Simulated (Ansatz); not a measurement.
Fermi surface of YbH3 in space group Fm-3m from first principles.

Input file:

```yaml
crystal:
  lattice:
    - [0.0, 2.604971, 2.604971]
    - [2.604971, 0.0, 2.604971]
    - [2.604971, 2.604971, 0.0]
  atoms:
    - { symbol: Yb, position: [0.0, 0.0, 0.0] }
    - { symbol: H, position: [0.75, 0.75, 0.75] }
    - { symbol: H, position: [0.25, 0.25, 0.25] }
    - { symbol: H, position: [0.5, 0.5, 0.5] }
basis:
  ecutwfc: 420
kpoints:
  mp_grid: { grid: [14, 14, 14] }
hamiltonian:
  xc: pbe
scf:
  occupations: { method: gaussian, width: 0.05 }
output:
  forces: true
  eigenvalues: true
  eigenstates:
    nscf_kmesh: { grid: [34, 34, 34] }
    top_band: c6
    de_dk: true
    localisation: true
  stress: true
checkpoint:
  write: ck
  compress: false
  write_wavefunctions: false
  write_every: 100000
```

Launched as:

```sh
ansatz run input.yaml --threads 1 --pin off --max-ram 3072MiB --backend cpu --events-out ev --progress --plain --runs-dir out
```

Level of theory: Ansatz 0.2.0, DFT PBE, scalar-relativistic, plane waves, PAW; levels and slopes on a dense k mesh at the converged density. No spin polarisation. The levels come from a k mesh of 34×34×34 points. Cell and positions as given, without relaxation (residual pressure −5 GPa). The cell comes from a database of computed structures, not from a measurement.

Two bands cross the Fermi level; this is a three-dimensional metal. The density of states at the Fermi level is 2.1 states/eV per primitive cell. The intraband plasma frequency is 3.5 eV in all directions.

Band 13: one hole pocket centred at Γ (6.2 % of the zone); mean Fermi speed 2.4 × 10⁵ m/s; weight Yb (85 %) and H (15 %).
Band 14: a sheet that is open in all directions, neither an electron nor a hole pocket (the band is filled at X and empty at Γ and L).
Weights are shares of the states' density in the atoms' Voronoi cells.

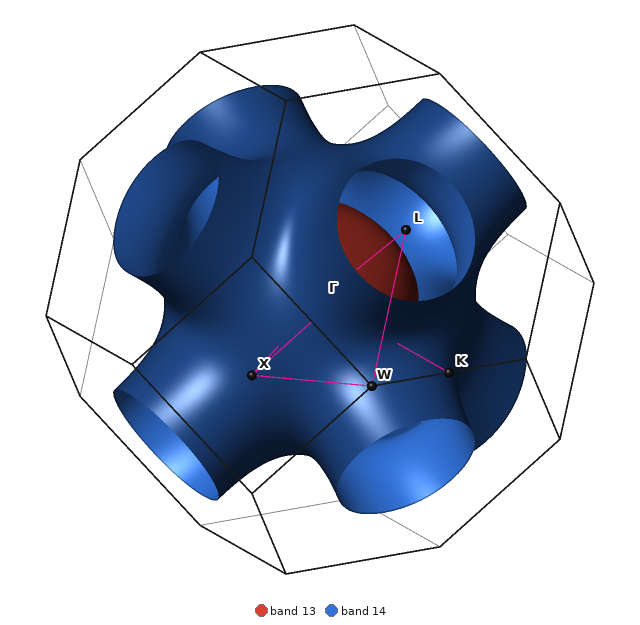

Each colour is one band. The brighter face of a sheet looks towards empty states.

The f shell has no Hubbard term here, so f bands at the Fermi level, and with them the metal itself, can be an artefact. Spin-orbit coupling is left out; with Yb it can split, shift or remove sheets. Necks and pockets thinner than about two mesh steps aren't resolved, so separate pockets may in truth be joined.
